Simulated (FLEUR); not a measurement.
System: rocksalt YN, space group Fm-3m, 2 atoms in the primitive cell.

```cif
data_structure
_symmetry_space_group_name_H-M 'P 1'
_symmetry_Int_Tables_number 1
_cell_length_a 3.4486
_cell_length_b 3.4486
_cell_length_c 3.4486
_cell_angle_alpha 60.000
_cell_angle_beta 60.000
_cell_angle_gamma 60.000
_cell_volume 29.00
loop_
_atom_site_label
_atom_site_type_symbol
_atom_site_fract_x
_atom_site_fract_y
_atom_site_fract_z
_atom_site_occupancy
Y1 Y 0.00000 0.00000 0.00000 1
N1 N 0.50000 0.50000 0.50000 1
```

Computed with FLEUR MaX-R8.1 (later development tree): AM05, all-electron, no spin polarisation, no spin-orbit coupling, 9×9×9 k mesh.

Predict the main features of the band structure. The path is Γ–X–W–K–Γ–L–U–W–L–K|U–X.

The bands leave a gap. The gap along this path is 0.11 eV and indirect, from the valence-band top at Γ to the conduction-band bottom at X; the smallest direct gap is 0.49 eV, at X. It is not wide against the smearing used. Three bands meet at the valence-band top at Γ: it is triply degenerate (spin aside). The direct gaps are 3.74 eV at U, 3.74 eV at K and 0.49 eV at X.

LDA, GGA and most meta-GGA functionals understate gaps.

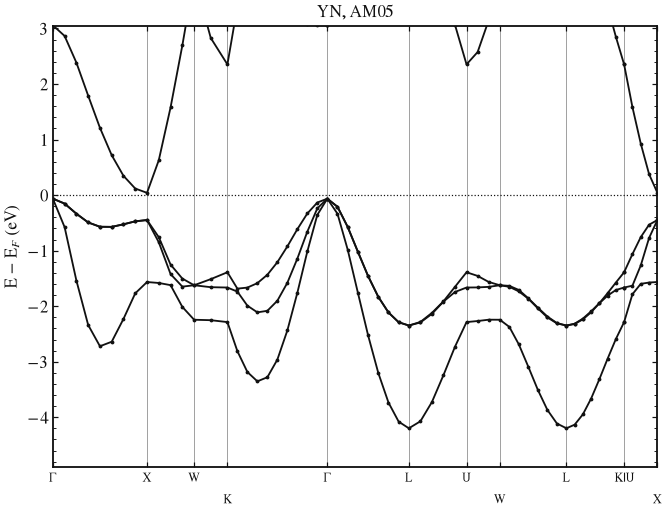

Band structure. Energies are counted from the Fermi level. The path has few k points, so lines between them are rough.
